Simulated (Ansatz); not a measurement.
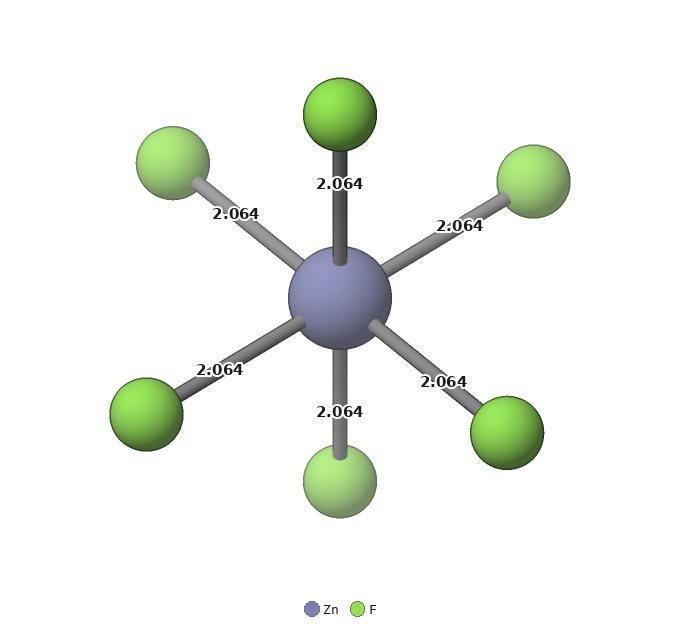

The surroundings of site Zn1 (at 0.500, 0.500, 0.500) in KZnF$_{3}$ in space group Pm-3m, with bond lengths in Å.

Origin of the cell: coordinates from a relaxation with Ansatz 0.2.0, DFT PBE, scalar-relativistic, plane waves, PAW.

```
CELL_PARAMETERS angstrom
4.12756 0.00000 0.00000
0.00000 4.12756 0.00000
0.00000 0.00000 4.12756
ATOMIC_POSITIONS crystal
K 0.00000 0.00000 0.00000
Zn 0.50000 0.50000 0.50000
F 0.50000 0.50000 0.00000
F 0.00000 0.50000 0.50000
F 0.50000 0.00000 0.50000
```

Bond valence s = exp((R0 − d)/b), R0 fitted to published crystal structures with b = 0.37 Å; R0 in Å: Zn2+–F 1.615.

### Calculate the bond-valence sum of Zn1 from the bonds drawn.

6 × 0.297 = 1.78 v.u., against a formal valence of 2: underbonded (bonds long for this ion) by 0.22.

Further R0 (Å): K+–F 1.971.

### And over the whole structure?

| site | x, y, z | formal valence | bond-valence sum | difference |
| --- | --- | --- | --- | --- |
| K1 | 0.000, 0.000, 0.000 | +1 | 0.93 | -0.07 |
| Zn1 | 0.500, 0.500, 0.500 | +2 | 1.79 | -0.21 |
| F1 | 0.500, 0.500, 0.000 | −1 | 0.91 | -0.09 |

These sums include all anions within 5 Å. The global instability index (root mean square of the differences over all atoms) is 0.12 v.u.: moderate strain, common in real structures. Cells relaxed with PBE tend to have slightly long bonds, which lowers the sums.
